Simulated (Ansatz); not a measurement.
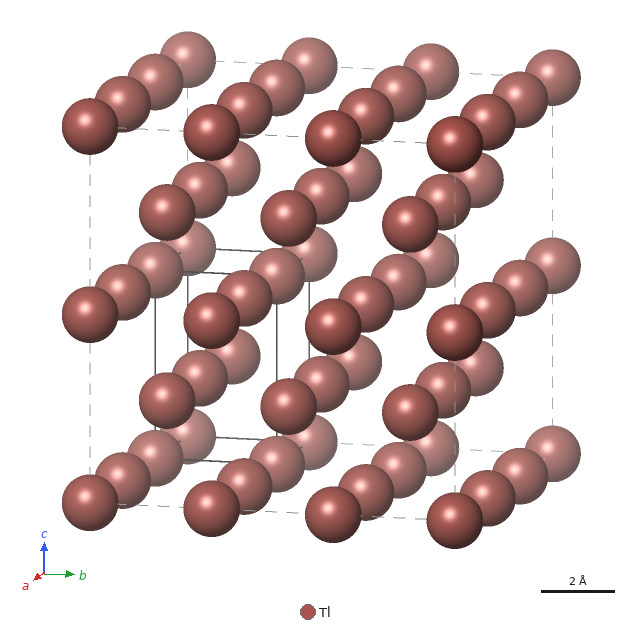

The crystal in a spheres-only representation, seen slightly off an axis. A block of 3×3×2 cells is shown, with one conventional unit cell in solid outline.

What is this?

- The element is thallium.
- It takes space group I4/mmm (No. 139) on a body-centred tetragonal lattice.
- The cell holds two atoms.

Its origin is a structure listed in the Materials Project. The cell was then strained or its atoms displaced on purpose. Ansatz was used for an electronic-structure calculation on it.
